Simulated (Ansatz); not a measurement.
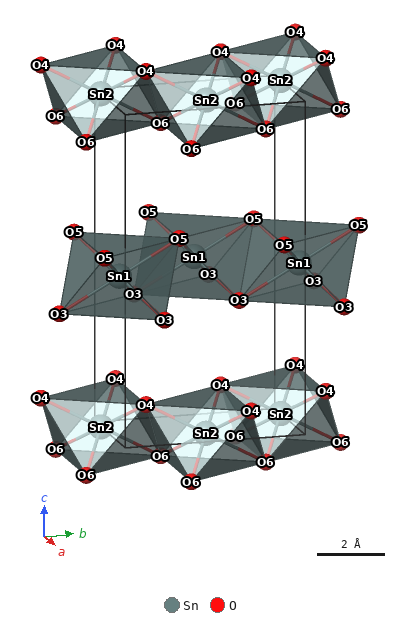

The structure (polyhedral view of the cell 2 times as large as that of the calculation, set on its symmetry axes, seen slightly off an axis; polyhedra are completed across the faces of the cell; atoms are numbered from 1 in the order of the input). An atom can appear more than once, as a periodic image.

**Mending a single-point calculation on SnO₂**

System: SnO₂ (6 atoms in the cell).
Method of run 1: DFT, PBEsol, dispersion d3bj, plane waves, PAW, PAW set soft_1, Ueff = 30 eV on O f (Ansatz 0.2.0).

The structure derives from a Materials Project entry. Text and figures count atoms from 1; the logs count them from 0 in places.

### Input file, run 1
```yaml
crystal:
  lattice:
    - [3.2310136259, 0.0, 0.0]
    - [-1.615506813, 2.79813988, 0.0]
    - [0.0, 0.0, 10.2823205925]
  atoms:
    - { symbol: Sn, position: [-0.1948457596, 0.0, 0.5] }
    - { symbol: Sn, position: [0.1948457596, 0.0, 0.0] }
    - { symbol: O, position: [0.469054501, 0.3333333333, 0.4003665319] }
    - { symbol: O, position: [0.8642788324, 0.3333333333, 0.0996334681] }
    - { symbol: O, position: [0.1357211676, 0.6666666667, 0.5996334681] }
    - { symbol: O, position: [0.530945499, 0.6666666667, 0.9003665319] }
basis:
  ecutwfc: 520.0
kpoints:
  mp_grid: { grid: [12, 12, 4] }
hamiltonian:
  xc: pbesol
  pseudopotentials: { kind: paw, azcp: { folder: soft_1 } }
  dispersion: d3bj
  hubbard: { sites: [{ species: O, l: f, u_eff: 30.0 }] }
scf:
  occupations: { method: gaussian, width: 0.05 }
  max_iter: 50
output:
  forces: true
  eigenvalues: true
  stress: true
```

Command:
```bash
ansatz run input.yaml --threads 2 --pin off --max-ram 4096MiB --backend cpu --events-out ev --progress --plain --runs-dir out
```

Hardware: 2 threads of Arm Neoverse N1, 98 GiB of memory available, shared host.

### Output (run 1)
```
Error: inconsistent input (hamiltonian.hubbard.sites[].l, hamiltonian.hubbard.sites[].shell): the file of O doesn't list 4f, and it can't be added: PBE doesn't bind the shell 4f of the free atom, whose level lies at +1.15 eV. Type an atom or ion with it (hamiltonian.pseudopotentials.projection_atoms), take another file or name another shell
```

### What should be changed in this input?

A setting was made wrong on purpose: a U on a shell that isn't there (`hamiltonian.hubbard`). The program refused the input: “inconsistent input (hamiltonian.hubbard.sites[].l, hamiltonian.hubbard.sites[].shell): the file of O doesn't list 4f, and it can't be added: PBE doesn't bind the shell 4f of the free atom, whose level lies at +1.15 eV …”

A run of the same system that converges differs from this input as follows (lines with − go, lines with + come):
```diff
-  hubbard: { sites: [{ species: O, l: f, u_eff: 30.0 }] }
-  max_iter: 50
```

### Output, shortened to warnings, some set-up lines, iterations and results (run 2)
```
Warning: [file] the record states the generating functional pbe (its physics header spells it `PBE`), which answers neither for hamiltonian.xc's functional nor for the pbesol family's — results may be inconsistent (PPs are generated against a specific XC)
Warning: [file] the record states the generating functional pbe (its physics header spells it `PBE`), which answers neither for hamiltonian.xc's functional nor for the pbesol family's — results may be inconsistent (PPs are generated against a specific XC)
Basis set: ecut = 520 eV, 2475 PW (Γ), exchange–correlation on 50×50×160 points (8 copies of the dense FFT grid, shifted against one another)
Symmetry: 4 space group operations
k-points: 129 of 576 (time reversal used)
Initial density: superposition of atomic densities (chi_scale 0.1, normalization cell, long waves kept (reshape's long-wave potential 0.14 eV rms))
[...]
SCF iter   1: F=—  HF=-14143.553536 eV  |F-HF|=—  |Δ(HF+E_count)|=         —  Δρ=5.43e-2  dr2=2.15e0  ethr=3.10e-3  ⟨swp⟩=6.4  Hψ=19716  notcnv=0
SCF iter   2: F=—  HF=-14143.104847 eV  |F-HF|=—  |Δ(HF+E_count)|=   4.49e-1  Δρ=2.85e-2  dr2=5.71e-1  ethr=3.10e-3  ⟨swp⟩=3.0  Hψ=9036  notcnv=0  defer=252
SCF iter   3: F=—  HF=-14142.993467 eV  |F-HF|=—  |Δ(HF+E_count)|=   1.11e-1  Δρ=7.38e-3  dr2=5.92e-2  ethr=1.10e-3  ⟨swp⟩=3.0  Hψ=7525  notcnv=0  defer=123
SCF iter   4: F=—  HF=-14142.988046 eV  |F-HF|=—  |Δ(HF+E_count)|=   5.42e-3  Δρ=2.61e-3  dr2=4.66e-3  ethr=1.14e-4  ⟨swp⟩=2.0  Hψ=6179  notcnv=0  defer=123
SCF iter   5: F=—  HF=-14142.991174 eV  |F-HF|=—  |Δ(HF+E_count)|=   3.13e-3  Δρ=7.68e-4  dr2=5.46e-4  ethr=8.97e-6  ⟨swp⟩=2.0  Hψ=5722  notcnv=0  defer=123
SCF iter   6: F=—  HF=-14142.992501 eV  |F-HF|=—  |Δ(HF+E_count)|=   1.33e-3  Δρ=1.13e-4  dr2=1.68e-5  ethr=1.05e-6  ⟨swp⟩=2.0  Hψ=6045  notcnv=0  defer=123
SCF iter   7: F=—  HF=-14142.992594 eV  |F-HF|=—  |Δ(HF+E_count)|=   9.31e-5  Δρ=2.46e-5  dr2=6.82e-7  ethr=3.24e-8  ⟨swp⟩=2.7  Hψ=7729  notcnv=0  defer=123
SCF iter   8: F=-14142.992596 eV  HF=-14142.992596 eV  |F-HF|=2.58e-8  |Δ(HF+E_count)|=   1.98e-6  Δρ=5.73e-6  dr2=2.38e-8  ethr=1.92e-10  ⟨swp⟩=12.7  Hψ=21750  notcnv=0
SCF 1 converged in 8 iterations: F = -14142.992596 eV  dr2 = 2.38e-8
SCF converged after 8 iterations
Free energy (F): -14142.992596 eV
Harris-Foulkes:  -14142.992596 eV  (|F-HF|=2.58e-8)
Internal energy: -14142.992596 eV  (E = F + TS)
E sigma→0 (E₀):  -14142.992596 eV
Fermi energy:    6.081316 eV
--- Per-component energies (eV) ---
  E_band       = -315.515617
  E_kinetic    = 1007.369932
  E_local      = -4776.074621  (includes V_loc(G=0)·N_el)
  E_nonlocal   = 504.389241
  E_hartree    = 2148.575578
  E_xc         = -529.061623
  E_vxc        = -520.152359  (∫ρ·V_xc dr)
  E_paw        = -9225.518193  (= ΣΔE_a)
  E_vpaw       = -828.202163  (= ΣTr[D̂ρ^β])
  E_aug_tail   = 0.000952  (compensation charges beyond the density's cutoff)
  E_ewald      = -3272.509399
  E_disp       = -0.875295  (pairwise vdW)
  E_core_change = 0.710831  (= ΣΔE_core)
  E_smearing   = -0.000000  (= −TS)
  E_closure    = -0.000000  (closes the sum)
  Σ components = -14142.992596   (vs F -14142.992596, Δ=0.00e0)
--- Forces (eV/Å), atoms counted from 1 ---
  atom   1  Sn    -0.11098301    -0.00000000     0.00000000
  atom   2  Sn     0.11098301     0.00000000     0.00000000
  atom   3  O      0.03606999    -0.00773410     0.48849899
  atom   4  O     -0.03606999    -0.00773410    -0.48849899
  atom   5  O      0.03606999     0.00773410    -0.48849899
  atom   6  O     -0.03606999     0.00773410     0.48849899
  max |Σ_I F_I| component: 1.39e-17 eV/Å
--- Stress (GPa, compression-positive) ---
       -7.580258       0.000000       0.000000
        0.000000      -7.918094      -0.000000
        0.000000       0.000000      -5.250371
  P = ⅓ Tr σ = -6.9162 GPa (-69.162 kbar)
```

### The two runs side by side

| quantity | run 1 | run 2 |
| --- | --- | --- |
| outcome | refused | converged |
| free energy per atom (eV) | – | −2357.1654 |
| gap on the mesh (eV) | – | 1.99 |
| pressure (GPa) | – | −6.92 |
| volume per atom (Å³) | – | 15.49 |
| largest force (eV/Å) | – | 0.490 |
| SCF iterations | – | 8 |
| irreducible k-points | – | 129 |
| plane waves at Γ | – | 2475 |

Notes on run 2: Warnings of the run: the PAW datasets were made with another functional. The cell is under a tension of 6.9 GPa at this level, so it is not at its equilibrium volume.
